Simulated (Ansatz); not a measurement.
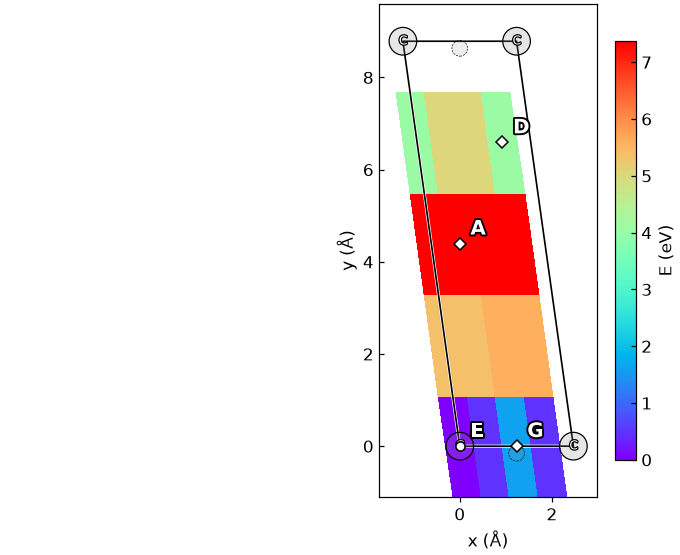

N on a C(101) slab cut from the P6/mmm phase, its upper half relaxed before the scan (12 atoms of substrate and one adsorbate in a 2 × 1 cell). 
- N is moved over the surface cell; relaxed at each place: the height of the adsorbate's atoms; substrate rigid; the origin of the map has the adsorbate above C11.
- Places are given modulo a cell vector. The map is drawn in real space over the plane of the surface.
- Grid: 4 × 4 points.
- Places are given in fractions of the 1 × 1 surface cell.
- Energies are in eV, from the lowest grid point.
- At some places the adsorbate sinks to or below the level of the top layer.
- These are results of DFT PBE, scalar-relativistic, plane waves, PAW in Ansatz, not measurements. Settings: cutoff 420 eV, k-mesh 6×3×1, gaussian smearing 0.1 eV, no spin polarisation.

Drawn: one coloured cell a grid point, labelled circles for the atoms of the top layer and small ones for the second layer, the outline of one cell of the plane, lettered points.

Is E the lowest point of the computed grid?

Answer. Yes. E, at the top site over a surface C atom, (0/4, 0/4) of the cell vectors, has the lowest energy of the grid.

Name the site at each letter.

Answer. A: a place at or below the level of the top layer; D: a place at or below the level of the top layer; E: the top site over a surface C atom; G: a bridge site between two C atoms.

PAW datasets: the set soft_1.
